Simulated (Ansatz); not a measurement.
**SnO$_{2}$: one change and its effect**

System: SnO$_{2}$ (P4₂/mnm, 12 atoms in the cell).
Method of run 1: DFT PBE, scalar-relativistic, plane waves, PAW, no spin polarisation (Ansatz 0.2.0).

The structure was made by a generator, so it may or may not be a known phase. Text and figures count atoms from 1; the logs count them from 0 in places.

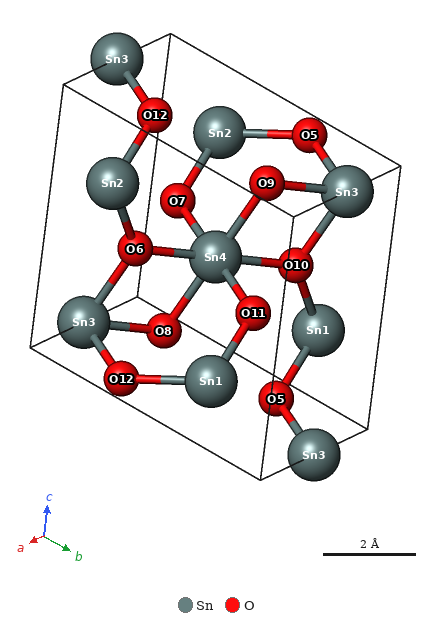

**Figure 1.** The structure as given in the input (ball-and-stick view of the cell of the calculation, seen slightly off an axis; atoms are numbered from 1 in the order of the input). An atom can appear more than once, as a periodic image. Near neighbours in the periodic cell (some may lie outside the picture): Sn has 6 O at 2.09 Å; O has 3 Sn at 2.09 Å.

**Input, run 1**
```yaml
crystal:
  lattice:
    - [-3.2382539508, 3.413489471, 3.413520788]
    - [3.2382539508, -3.413489471, 3.413520788]
    - [3.2382539508, 3.413489471, -3.413520788]
  atoms:
    - { symbol: Sn, position: [0.9999994769, 0.7499994769, 0.25] }
    - { symbol: Sn, position: [5.231e-07, 0.2500005231, 0.75] }
    - { symbol: Sn, position: [0.5, 0.0, 0.0] }
    - { symbol: Sn, position: [0.5, 0.5, 0.5] }
    - { symbol: O, position: [0.1934204716, 0.6934207181, 2.465e-07] }
    - { symbol: O, position: [0.6934247751, 0.2500025464, 0.4434222287] }
    - { symbol: O, position: [0.1934204716, 0.1934202251, 0.4999997535] }
    - { symbol: O, position: [0.3065803177, 0.2500025464, 0.0565777713] }
    - { symbol: O, position: [0.6934196823, 0.7499974536, 0.9434222287] }
    - { symbol: O, position: [0.3065752249, 0.7499974536, 0.5565777713] }
    - { symbol: O, position: [0.8065795284, 0.8065797749, 0.5000002465] }
    - { symbol: O, position: [0.8065795284, 0.3065792819, 0.9999997535] }
basis:
  ecutwfc: 420
kpoints:
  mp_grid: { grid: [6, 6, 6] }
  band_path:
    path:
      - [[0.0, 0.0, 0.0], [0.0, -0.5, 0.5], [-0.5, -0.50000459, 0.50000459], [0.0, 0.0, 0.0], [-0.5, 0.5, 0.5], [-0.5, 0.0, 1.0], [-1.0, -4.59e-06, 1.00000459], [-0.5, 0.5, 0.5]]
      - [[0.0, -0.5, 0.5], [-0.5, 0.0, 1.0]]
      - [[-0.5, -0.50000459, 0.50000459], [-1.0, -4.59e-06, 1.00000459]]
    npoints: 10
hamiltonian:
  xc: pbe
scf:
  occupations: { method: gaussian, width: 0.02 }
  n_extra_bands: 30
output:
  forces: true
  stress: true
  eigenvalues: true
  populations: true
  dos: { projected: true, de: 0.02, nscf_kmesh: { grid: [9, 9, 9] } }
  bader: false
  write_density: true
  write_potential: true
  elf: true
  volumetric_format: npy
```

Launched with:
```bash
ansatz run input.yaml --threads 1 --pin off --max-ram 2560MiB --backend cpu --events-out ev --progress --plain --runs-dir out
```

Hardware: 1 thread of Arm Neoverse V2, 24 GiB of memory available, shared host.

**Output, shortened to warnings, some set-up lines, iterations and results (run 1)**
```
Warning: the atoms were moved onto the symmetric positions of the space group found under crystal.symmetry.tolerance 1.0e-5 (fractional; no operation is sought that the atoms, as they stand in a round, miss by more than twice it, and no atom is moved by as much as it), and the run uses the moved positions. Before a round's move an operation carried an atom to 3.48e-5 Å from where it should land, …
Warning: 16 symmetry operations that the atoms keep within the bar at which the run's group was sought (crystal.symmetry.tolerance 1.0e-5, or twice it) were not taken beside the 16 unitary ones that the detection took (of a slab, those that keep its plane). If the more symmetric cell is meant, write the vectors of crystal.lattice to more decimals, or, with the positions in fractional coordinates, …
Basis set: ecut = 420 eV, 2975 PW (Γ), exchange–correlation on 80×80×80 points (8 copies of the dense FFT grid, shifted against one another)
Symmetry: 16 space group operations
k-points: 46 of 216
Initial density: superposition of atomic densities (neutral atoms: chi_scale 0, normalization atom), corrected by the library's trained network
[...]
SCF iter   1: F=—  HF=-28635.936508 eV  |F-HF|=—  |Δ(HF+E_count)|=         —  Δρ=1.29e-3  dr2=1.11e-3  ethr=1.77e-3  ⟨swp⟩=5.7  Hψ=15982  notcnv=0  defer=509
SCF iter   2: F=—  HF=-28635.938206 eV  |F-HF|=—  |Δ(HF+E_count)|=   1.70e-3  Δρ=6.29e-4  dr2=2.28e-4  ethr=1.07e-6  ⟨swp⟩=2.5  Hψ=6993  notcnv=0  defer=986
SCF iter   3: F=—  HF=-28635.938701 eV  |F-HF|=—  |Δ(HF+E_count)|=   4.96e-4  Δρ=2.80e-4  dr2=6.39e-5  ethr=2.19e-7  ⟨swp⟩=2.8  Hψ=5067  notcnv=0  defer=986
SCF iter   4: F=—  HF=-28635.938878 eV  |F-HF|=—  |Δ(HF+E_count)|=   1.77e-4  Δρ=3.55e-5  dr2=1.62e-6  ethr=6.14e-8  ⟨swp⟩=2.0  Hψ=4107  notcnv=0  defer=986
SCF iter   5: F=—  HF=-28635.938881 eV  |F-HF|=—  |Δ(HF+E_count)|=   2.40e-6  Δρ=1.24e-5  dr2=1.62e-7  ethr=1.56e-9  ⟨swp⟩=2.0  Hψ=5025  notcnv=0  defer=986
SCF iter   6: F=-28635.938881 eV  HF=-28635.938881 eV  |F-HF|=2.33e-8  |Δ(HF+E_count)|=   9.12e-8  Δρ=7.35e-6  dr2=6.36e-8  ethr=9.62e-11  ⟨swp⟩=18.2  Hψ=31816  notcnv=0
SCF 1 converged in 6 iterations: F = -28635.938881 eV  dr2 = 6.36e-8
NSCF: frozen V_eff on 93 k-points
NSCF: frozen V_eff on 125 k-points
SCF converged after 6 iterations
Free energy (F): -28635.938881 eV
Harris-Foulkes:  -28635.938881 eV  (|F-HF|=2.33e-8)
Internal energy: -28635.938881 eV  (E = F + TS)
E sigma→0 (E₀):  -28635.938881 eV
Fermi energy:    9.081507 eV
--- Per-component energies (eV) ---
  E_band       = -309.477948
  E_kinetic    = 2155.973208
  E_local      = -5927.176093  (includes V_loc(G=0)·N_el)
  E_nonlocal   = 267.672156
  E_hartree    = 3047.916283
  E_xc         = -2106.478094
  E_vxc        = -1123.306163  (∫ρ·V_xc dr)
  E_paw        = -17856.700387  (= ΣΔE_a)
  E_vpaw       = -1778.496876  (= ΣTr[D̂ρ^β])
  E_aug_tail   = 0.019727  (compensation charges beyond the density's cutoff)
  E_ewald      = -8217.165681
  E_smearing   = -0.000000  (= −TS)
  E_closure    = -0.000000  (closes the sum)
  Σ components = -28635.938881   (vs F -28635.938881, Δ=0.00e0)
--- Forces (eV/Å), atoms counted from 1 ---
  atom   1  Sn     0.00000000     0.00000000     0.00000000
  atom   2  Sn     0.00000000     0.00000000    -0.00000000
  atom   3  Sn     0.00000000     0.00000000    -0.00000000
  atom   4  Sn     0.00000000     0.00000000    -0.00000000
  atom   5  O     -0.00000000     0.00000000     0.00012643
  atom   6  O     -0.00000000    -0.00021177     0.00000000
  atom   7  O     -0.00000000     0.00000000     0.00012643
  atom   8  O      0.00000000     0.00021177     0.00000000
  atom   9  O     -0.00000000    -0.00021177     0.00000000
  atom  10  O      0.00000000     0.00021177     0.00000000
  atom  11  O      0.00000000    -0.00000000    -0.00012643
  atom  12  O      0.00000000    -0.00000000    -0.00012643
  max |Σ_I F_I| component: 6.91e-18 eV/Å
--- Stress (GPa, compression-positive) ---
       -0.004375       0.000000       0.000000
        0.000000       0.005781      -0.000000
        0.000000      -0.000000       0.001778
  P = ⅓ Tr σ = 0.0011 GPa (0.011 kbar)
--- Löwdin populations: 12 sites ---
  site symbol       q [e]
     0     Sn     12.2819
     1     Sn     12.2819
     2     Sn     12.2819
     3     Sn     12.2819
     4      O      6.7953
     5      O      6.7953
     6      O      6.7953
     7      O      6.7953
     8      O      6.7953
     9      O      6.7953
    10      O      6.7953
    11      O      6.7953
  spilling = 0.004903 (of n_electrons = 104.000000)
```

The input of run 2 differs as follows (lines with − go, lines with + come):
```diff
-  xc: pbe
+  xc: pbesol
```

What does this change do to the results?

The total energies belong to different methods, so their difference says nothing on which is more stable or more accurate. The gap on the mesh goes from 0.68 to 0.58 eV. The pressure goes from 0.00 to −5.80 GPa. The largest force goes from 0.000 to 0.061 eV/Å. The functional changes from PBE to PBEsol. Along LDA, PBEsol, PBE and RPBE the binding weakens and the preferred volume grows, so the same cell is under more pressure with the later ones. The SCF takes 8 iterations against 6.

**Output, shortened to warnings, some set-up lines, iterations and results (run 2)**
```
Warning: the atoms were moved onto the symmetric positions of the space group found under crystal.symmetry.tolerance 1.0e-5 (fractional; no operation is sought that the atoms, as they stand in a round, miss by more than twice it, and no atom is moved by as much as it), and the run uses the moved positions. Before a round's move an operation carried an atom to 3.48e-5 Å from where it should land, …
Warning: 16 symmetry operations that the atoms keep within the bar at which the run's group was sought (crystal.symmetry.tolerance 1.0e-5, or twice it) were not taken beside the 16 unitary ones that the detection took (of a slab, those that keep its plane). If the more symmetric cell is meant, write the vectors of crystal.lattice to more decimals, or, with the positions in fractional coordinates, …
Basis set: ecut = 420 eV, 2975 PW (Γ), exchange–correlation on 80×80×80 points (8 copies of the dense FFT grid, shifted against one another)
Symmetry: 16 space group operations
k-points: 46 of 216
Initial density: superposition of atomic densities (neutral atoms: chi_scale 0, normalization atom), corrected by the library's trained network
[...]
SCF iter   1: F=—  HF=-28286.138248 eV  |F-HF|=—  |Δ(HF+E_count)|=         —  Δρ=1.62e-2  dr2=3.20e-1  ethr=1.77e-3  ⟨swp⟩=5.7  Hψ=16164  notcnv=0  defer=468
SCF iter   2: F=—  HF=-28286.049235 eV  |F-HF|=—  |Δ(HF+E_count)|=   8.90e-2  Δρ=3.06e-3  dr2=6.64e-3  ethr=3.08e-4  ⟨swp⟩=2.0  Hψ=5409  notcnv=0  defer=1132
SCF iter   3: F=—  HF=-28286.047591 eV  |F-HF|=—  |Δ(HF+E_count)|=   1.64e-3  Δρ=1.13e-3  dr2=1.28e-3  ethr=6.38e-6  ⟨swp⟩=2.0  Hψ=4938  notcnv=0  defer=1132
SCF iter   4: F=—  HF=-28286.047680 eV  |F-HF|=—  |Δ(HF+E_count)|=   8.90e-5  Δρ=3.01e-4  dr2=1.16e-4  ethr=1.23e-6  ⟨swp⟩=2.7  Hψ=4741  notcnv=0  defer=1132
SCF iter   5: F=—  HF=-28286.047726 eV  |F-HF|=—  |Δ(HF+E_count)|=   4.54e-5  Δρ=3.62e-5  dr2=2.21e-6  ethr=1.11e-7  ⟨swp⟩=2.7  Hψ=4328  notcnv=0  defer=1132
SCF iter   6: F=—  HF=-28286.047746 eV  |F-HF|=—  |Δ(HF+E_count)|=   2.01e-5  Δρ=1.09e-5  dr2=1.53e-7  ethr=2.13e-9  ⟨swp⟩=2.1  Hψ=4423  notcnv=0  defer=1132
SCF iter   7: F=—  HF=-28286.047746 eV  |F-HF|=—  |Δ(HF+E_count)|=   2.88e-8  Δρ=1.15e-5  dr2=1.72e-7  ethr=9.62e-11  ⟨swp⟩=18.3  Hψ=31238  notcnv=0
SCF iter   8: F=-28286.047746 eV  HF=-28286.047746 eV  |F-HF|=4.47e-10  |Δ(HF+E_count)|=   3.29e-8  Δρ=1.20e-6  dr2=2.18e-9  ethr=9.62e-11  ⟨swp⟩=7.6  Hψ=19435  notcnv=0
SCF 1 converged in 8 iterations: F = -28286.047746 eV  dr2 = 2.18e-9
NSCF: frozen V_eff on 93 k-points
NSCF: frozen V_eff on 125 k-points
SCF converged after 8 iterations
Free energy (F): -28286.047746 eV
Harris-Foulkes:  -28286.047746 eV  (|F-HF|=4.47e-10)
Internal energy: -28286.047746 eV  (E = F + TS)
E sigma→0 (E₀):  -28286.047746 eV
Fermi energy:    8.904945 eV
--- Per-component energies (eV) ---
  E_band       = -321.129390
  E_kinetic    = 2150.196500
  E_local      = -5922.261984  (includes V_loc(G=0)·N_el)
  E_nonlocal   = 276.810616
  E_hartree    = 3033.801454
  E_xc         = -2084.936472
  E_vxc        = -1120.125110  (∫ρ·V_xc dr)
  E_paw        = -17523.933481  (= ΣΔE_a)
  E_vpaw       = -1773.372845  (= ΣTr[D̂ρ^β])
  E_aug_tail   = 0.019640  (compensation charges beyond the density's cutoff)
  E_ewald      = -8217.165681
  E_core_change = 1.421662  (= ΣΔE_core)
  E_smearing   = -0.000000  (= −TS)
  E_closure    = -0.000000  (closes the sum)
  Σ components = -28286.047746   (vs F -28286.047746, Δ=0.00e0)
--- Forces (eV/Å), atoms counted from 1 ---
  atom   1  Sn     0.00000000    -0.00000000    -0.00000000
  atom   2  Sn     0.00000000    -0.00000000     0.00000000
  atom   3  Sn     0.00000000     0.00000000     0.00000000
  atom   4  Sn     0.00000000    -0.00000000     0.00000000
  atom   5  O     -0.00000000     0.00000000    -0.06095599
  atom   6  O     -0.00000000    -0.06132485    -0.00000000
  atom   7  O     -0.00000000     0.00000000    -0.06095599
  atom   8  O      0.00000000     0.06132485     0.00000000
  atom   9  O     -0.00000000    -0.06132485    -0.00000000
  atom  10  O      0.00000000     0.06132485     0.00000000
  atom  11  O      0.00000000    -0.00000000     0.06095599
  atom  12  O      0.00000000    -0.00000000     0.06095599
  max |Σ_I F_I| component: 1.39e-17 eV/Å
--- Stress (GPa, compression-positive) ---
       -6.426420       0.000000       0.000000
        0.000000      -5.477929      -0.000000
        0.000000      -0.000000      -5.481390
  P = ⅓ Tr σ = -5.7952 GPa (-57.952 kbar)
--- Löwdin populations: 12 sites ---
  site symbol       q [e]
     0     Sn     12.3194
     1     Sn     12.3194
     2     Sn     12.3194
     3     Sn     12.3194
     4      O      6.7745
     5      O      6.7745
     6      O      6.7745
     7      O      6.7745
     8      O      6.7745
     9      O      6.7745
    10      O      6.7745
    11      O      6.7745
  spilling = 0.005059 (of n_electrons = 104.000000)
```

**The two runs side by side**

```tsv
quantity	run 1	run 2
outcome	converged	converged
free energy per atom (eV)	−2386.3282	−2357.1706
gap on the mesh (eV)	0.68	0.58
pressure (GPa)	0.00	−5.80
largest force (eV/Å)	0.000	0.061
SCF iterations	6	8
irreducible k-points	46	46
plane waves at Γ	2975	2975
wall time (shared host)	2.4 min	2.5 min
```

For both runs: Warnings: near-symmetries of the structure were not used; the structure was made exactly symmetric. For run 2: The cell is under a tension of 5.8 GPa at this level, so it is not at its equilibrium volume.
